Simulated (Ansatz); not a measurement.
## Electronic structure of NbP in real space

Input file:

```
crystal:
  lattice:
    - [-1.6601250185, 1.6601250185, 5.6451939413]
    - [1.6601250185, -1.6601250185, 5.6451939413]
    - [1.6601250185, 1.6601250185, -5.6451939413]
  atoms:
    - { symbol: Nb, position: [0.750187449, 0.750187449, 0.0] }
    - { symbol: Nb, position: [0.500187449, 0.000187449, 0.5] }
    - { symbol: P, position: [0.332441126, 0.332441126, 0.0] }
    - { symbol: P, position: [0.082441126, 0.582441126, 0.5] }
basis:
  ecutwfc: 420
kpoints:
  mp_grid: { grid: [20, 20, 20] }
hamiltonian:
  xc: pbesol
scf:
  occupations: { method: gaussian, width: 0.15 }
output:
  forces: true
  stress: true
  eigenvalues: true
  write_density: true
  write_potential: true
  elf: true
  volumetric_format: npy
```

Run with:

```sh
ansatz run input.yaml --threads 1 --pin off --max-ram 2560MiB --backend cpu --events-out ev --progress --plain --runs-dir out
```

Below, planes, directions and counts refer to the conventional cell (a = 3.32 Å, b = 3.32 Å, c = 11.29 Å, α = 90.00°, β = 90.00°, γ = 90.00°).

Space group I4₁md; a structure from a database of computed crystals, not necessarily the ambient phase.

Level of theory: Ansatz, DFT PBEsol, scalar-relativistic, plane waves, PAW.

Core electrons are frozen (PAW), and the valence fields are smoothed inside the atomic spheres.

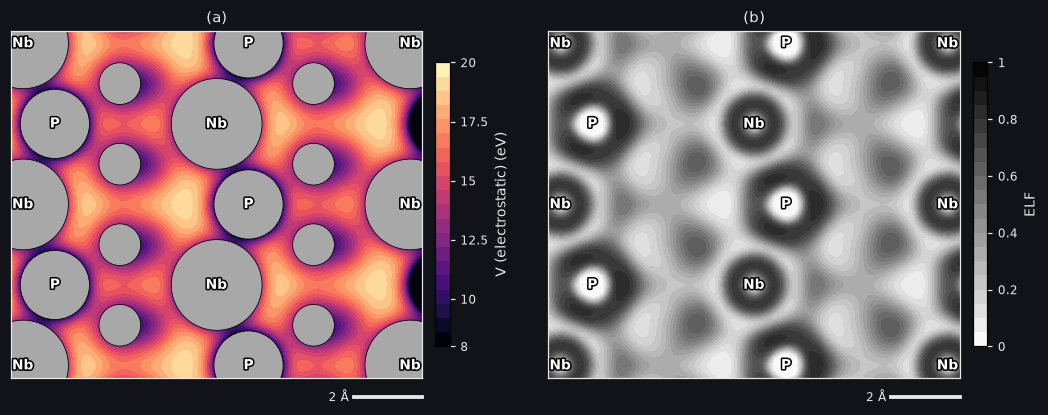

Figure 1. (a) electrostatic potential energy of an electron; (b) electron localisation function on the (110) plane of the conventional cell. Grey discs cover the atomic cores in the potential map.

### Describe what can be read from this map.

The plane passes through Nb and P nuclei. Nb–P (2.52 Å): the ELF peaks at about 0.80 in the valence shell of P, 0.8 Å from its nucleus, and is about 0.40 at the midpoint. The features right at Nb lie inside the PAW spheres, where the map follows smoothed inner orbitals and isn't to be read closely. Outside the cores the potential energy rises away from the atoms and is highest about 1.9 Å from the nearest atoms; its zero is arbitrary.

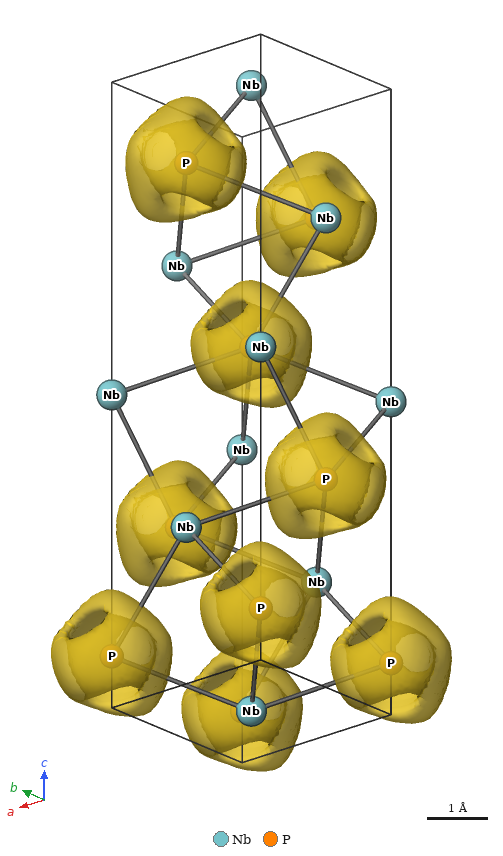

Figure 2. Isosurface of the electron localisation function at 0.75 (yellow), seen at an oblique angle. Only the valence region is drawn (cores and ρ < 0.01 e/Å³ removed). Sticks mark near contacts.

### Where are the electrons localised?

At this value the surface marks out four regions wrapped around P (the valence shell of each), counted in one cell of 8 atoms. Regions shared between cells count once.

### Metal or insulator at this level of theory?

It is metallic or semimetallic at this level of theory: no gap opens.
